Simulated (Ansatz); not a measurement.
# Se: what the fields show

```cif
data_structure
_symmetry_space_group_name_H-M 'P 1'
_symmetry_Int_Tables_number 1
_cell_length_a 4.5257
_cell_length_b 4.5257
_cell_length_c 5.0437
_cell_angle_alpha 90.000
_cell_angle_beta 90.000
_cell_angle_gamma 120.000
_cell_volume 89.46
loop_
_atom_site_label
_atom_site_type_symbol
_atom_site_fract_x
_atom_site_fract_y
_atom_site_fract_z
_atom_site_occupancy
Se1 Se 0.21860 0.00000 0.33333 1
Se2 Se 0.00000 0.21860 0.66667 1
Se3 Se 0.78140 0.78140 0.00000 1
```

Space group P3₁21.

Level of theory: DFT PBE, scalar-relativistic, plane waves, PAW (Ansatz 0.2.0).

In a PAW calculation such maps are meaningful between the atoms, not at the nuclei.

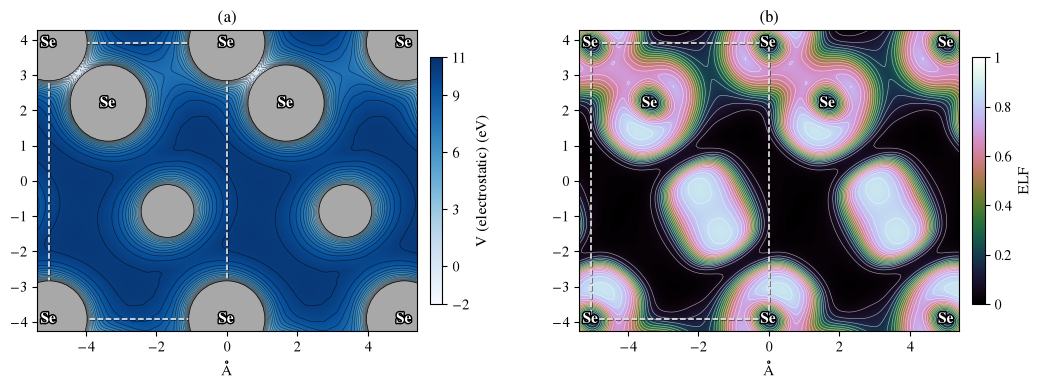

Figure 1. (a) electrostatic potential (local pseudopotential plus Hartree) felt by an electron; (b) ELF on the (110) plane of the conventional cell. Grey discs cover the atomic cores in the potential map.

**Interpret the plot.**

The plane passes through Se nuclei.
Atoms just off the plane (Se, 0.8 Å away) can leave unmarked features too.
Se–Se (2.40 Å): the ELF peaks at about 0.70 between the atoms.
The ELF also peaks beside Se, away from the bonds: lone-pair regions.
Outside the cores the potential energy rises away from the atoms and is highest about 2.4 Å from the nearest atoms; its zero is arbitrary.

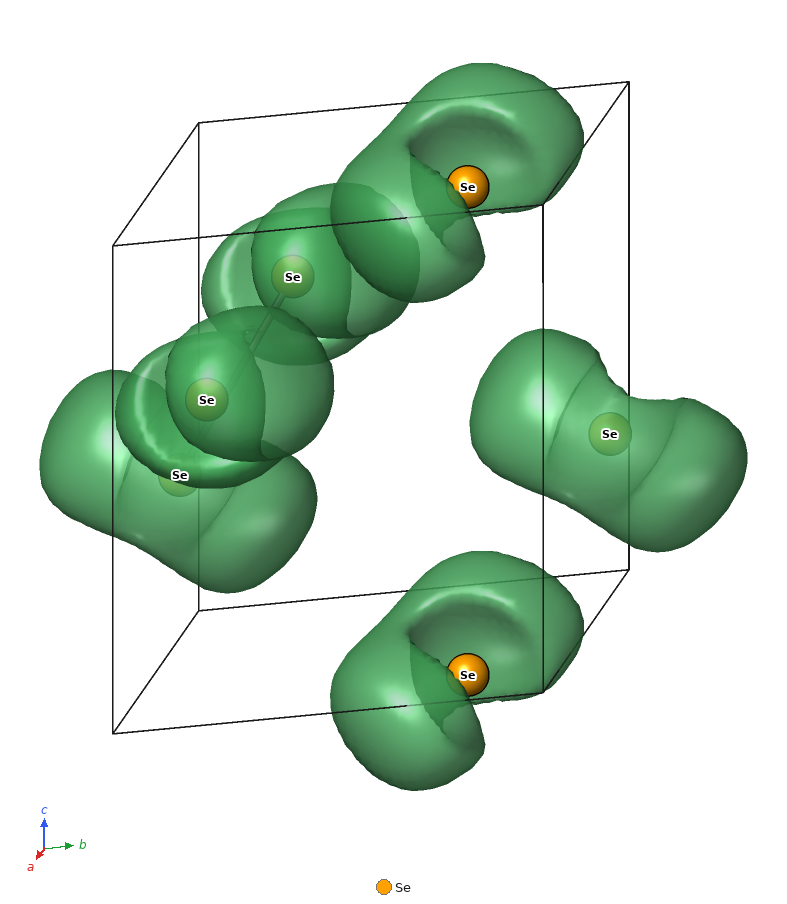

Figure 2. Isosurface of the ELF at 0.75 (green), seen slightly off an axis. Core shells and regions of very low density are left out. Sticks mark near contacts.

**Where are the electrons localised?**

The surface consists of three regions wrapped around Se (the valence shell of each), counted in one cell of 3 atoms. Any copies at cell faces, edges or corners count once.

**Metal or insulator at this level of theory?**

It is gapped, with a Kohn–Sham gap of 1.0 eV on the k-point mesh, an upper bound to the gap of this method.
